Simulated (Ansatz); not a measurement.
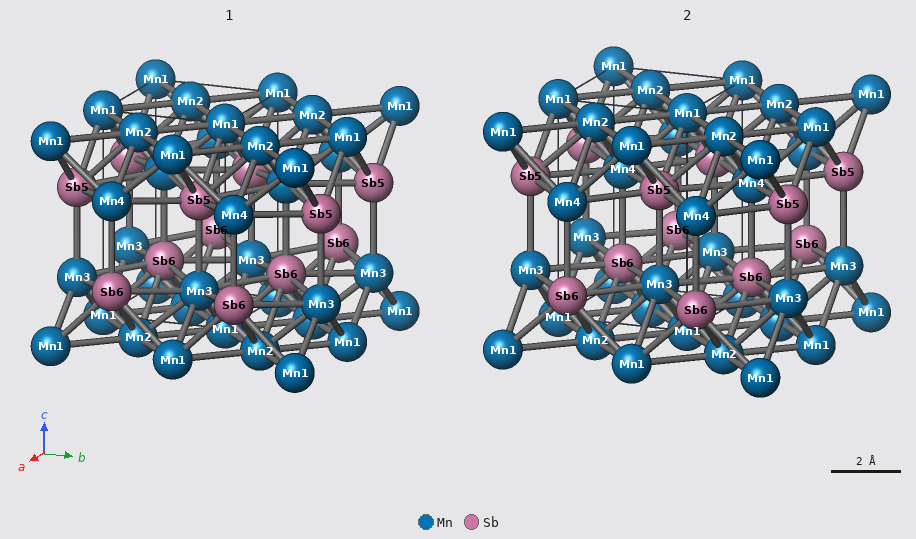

Two geometries of crystalline Mn₂Sb (set up in P4/nmm) (coarse preliminary run), drawn at one scale. One is the start of a relaxation, the other its converged end. Style: ball-and-stick. Shown: the cell of the calculation, repeated 2 × 2 × 1 with one cell outlined, slightly off an axis.

Computed with Ansatz 0.2.0, DFT PBEsol, scalar-relativistic, plane waves, PAW. (plane-wave cutoff 420 eV; k-point mesh 6 × 6 × 4; occupations gaussian; smearing width 0.1 eV; collinear spin; cell and atoms relaxed; force threshold 0.05 eV/Å; at most 80 steps)

Q: Which of the two is the end point?

A: Structure 1 is the relaxed one. The largest moves relative to the cell, 0.18 Å, are those of Mn3 and Mn4. Mn3 goes along −c. By element the largest moves are Mn 0.18 Å, Sb 0.12 Å. The volume changes by −15.5 %, with a = b 4.078 → 3.866 Å (−5.2 %), c 6.557 → 6.168 Å (−5.9 %). Among the contacts that change: Mn3–Sb5 3.731 → 3.458 Å, Mn1–Mn3 2.787 → 2.516 Å, Mn1–Mn2 2.884 → 2.733 Å, Mn3–Sb6 2.884 → 2.743 Å. The space group stays P4/nmm (No. 129). The energy falls by 187 meV per atom in 7 accepted moves (9 points after the start). Largest force component: 0.052 eV/Å at the start, 0.014 eV/Å at the end. The pressure goes from −8.59 to −0.14 GPa. The line search rejected the trial step at point 7 of the run. The SCF was repeated once at an unchanged geometry on a basis and grid sized afresh for the cell, which shifted the energy by 0.9 meV per atom at most. The program noted that the starting moments weren't kept. Cost: 8.2 min on 1 thread of Arm Neoverse V1, on a shared host, peak memory 0.64 GiB.
